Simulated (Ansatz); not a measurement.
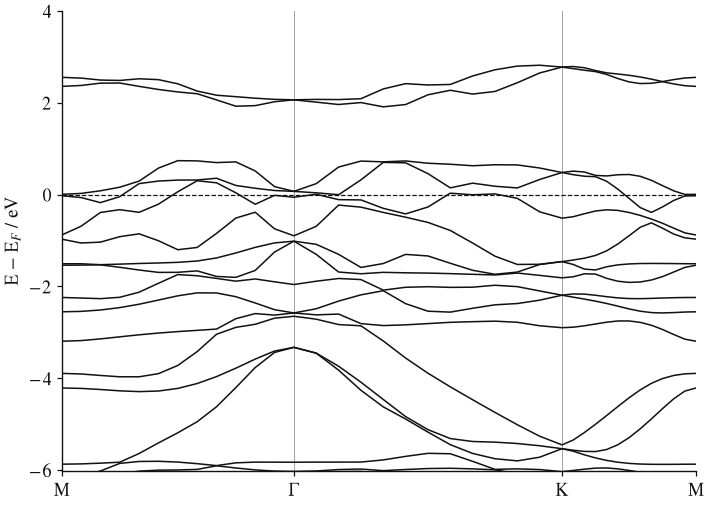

Band structure. Energies are counted from the Fermi level.

System: a (001) slab cut from PtS₂ (P-3m1), of composition PtS₄ (not the bulk's), ended by S planes, 5 atoms in the cell.

```xyz
5
Lattice="3.5713 0.0000 0.0000 -1.7857 3.0929 0.0000 0.0000 0.0000 22.1434" Properties=species:S:1:pos:R:3 pbc="T T T"
S     0.0000    2.0619    8.2075
S     1.7857    1.0310    9.7498
Pt    0.0000    0.0000   11.0717
S     0.0000    2.0619   12.3936
S     1.7857    1.0310   13.9359
```

Level of theory: DFT PBEsol, scalar-relativistic, plane waves, PAW, no spin polarisation, 12×12×1 k mesh, Gaussian smearing of 0.05 eV; code Ansatz.

Does this material conduct, going by its bands?

A metal: bands cross the Fermi level along this path.

Which levels at K lie nearest to the Fermi level?

At K the nearest levels lie 0.51 eV below and 0.48 eV above the Fermi level.

Spin-orbit coupling is left out, which matters for Pt.
